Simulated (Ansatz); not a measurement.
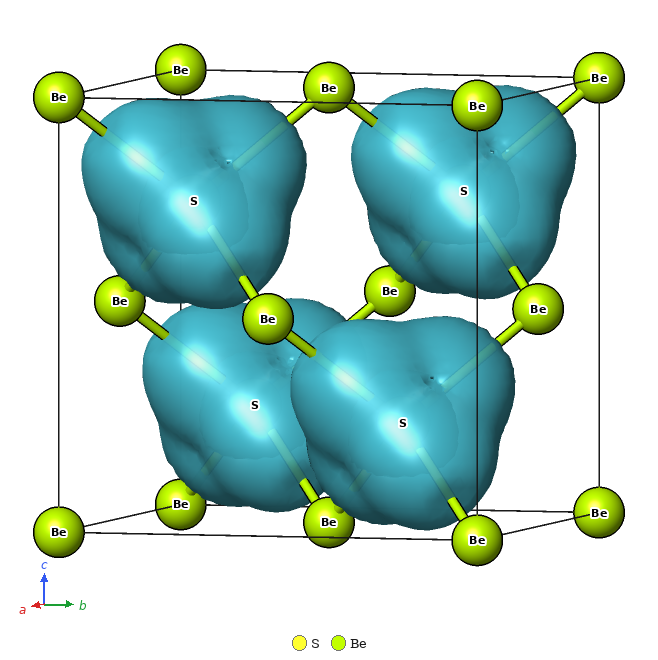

Figure 1: BeS. Isosurface of the ELF at 0.75 (cyan), seen at an oblique angle. Only the valence region is drawn (cores and ρ < 0.01 e/Å³ removed). Sticks mark near contacts.

Space group F-43m.

The calculation used Kohn-Sham DFT of a periodic cell, PBE0, Ansatz PAW (Ansatz 0.2.0).

What do the ELF domains correspond to?

Answer. The surface consists of four regions wrapped around S (the valence shell of each), counted in one cell of 8 atoms. Regions shared between cells count once. Profiles from the grid: Be–S (2.11 Å): the ELF peaks at about 0.95 between the atoms: a polar covalent bond.
